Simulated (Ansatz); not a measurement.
This input was run:

```
crystal:
  lattice:
    - [3.2790275148, 0.0, 0.0]
    - [-1.6395137574, 2.8397211276, 0.0]
    - [0.0, 0.0, 12.7886116041]
  atoms:
    - { symbol: W, position: [0.3333333333, 0.6666666667, 0.25] }
    - { symbol: W, position: [0.6666666667, 0.3333333333, 0.75] }
    - { symbol: Se, position: [0.3333333333, 0.6666666667, 0.6182912265] }
    - { symbol: Se, position: [0.6666666667, 0.3333333333, 0.1182912265] }
    - { symbol: Se, position: [0.3333333333, 0.6666666667, 0.8817087735] }
    - { symbol: Se, position: [0.6666666667, 0.3333333333, 0.3817087735] }
basis:
  ecutwfc: 420
kpoints:
  mp_grid: { grid: [12, 12, 2] }
  band_path:
    path:
      - [[0.0, 0.0, 0.0], [0.5, 0.0, 0.0], [0.33333333, 0.33333333, 0.0], [0.0, 0.0, 0.0], [0.0, 0.0, 0.5], [0.5, 0.0, 0.5], [0.33333333, 0.33333333, 0.5], [0.0, 0.0, 0.5]]
      - [[0.5, 0.0, 0.5], [0.5, 0.0, 0.0]]
      - [[0.33333333, 0.33333333, 0.5], [0.33333333, 0.33333333, 0.0]]
    npoints: 14
hamiltonian:
  xc: lda
scf:
  occupations: { method: gaussian, width: 0.02 }
  n_extra_bands: 15
output:
  forces: true
  stress: true
  eigenvalues: true
  populations: true
  dos: { projected: true, de: 0.02, nscf_kmesh: { grid: [18, 18, 3] } }
  bader: true
  write_density: true
  write_potential: true
  elf: true
  volumetric_format: npy
```

Command:
```bash
ansatz run input.yaml --threads 2 --pin off --max-ram 5120MiB --backend cpu --events-out ev --progress --plain --runs-dir out
```

Predict the main features of the band structure and density of states. The path is Γ–M–K–Γ–A–L–H–A|L–M|H–K.

A semiconductor. The gap along this path is 0.83 eV and indirect, from the valence-band top at Γ to the conduction-band bottom between K and Γ; the smallest direct gap is 1.55 eV, at K. The top valence level at Γ is a single band, not degenerate (spin aside). The top valence band spans 1.5 eV and the lowest conduction band 1.8 eV. The direct gaps are 3.14 eV at M, 2.62 eV at Γ and 1.73 eV at H.

The atoms aren't at rest in this cell (largest force 0.5 eV/Å), so the relaxed material can differ. Spin-orbit coupling is left out, which matters for W.

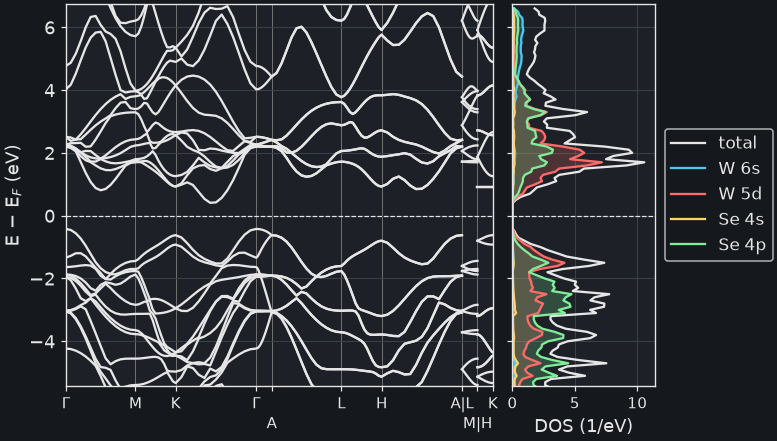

Band structure and density of states. Energies are counted from the Fermi level. The partial curves are projected on Löwdin-orthogonalised atomic shells.
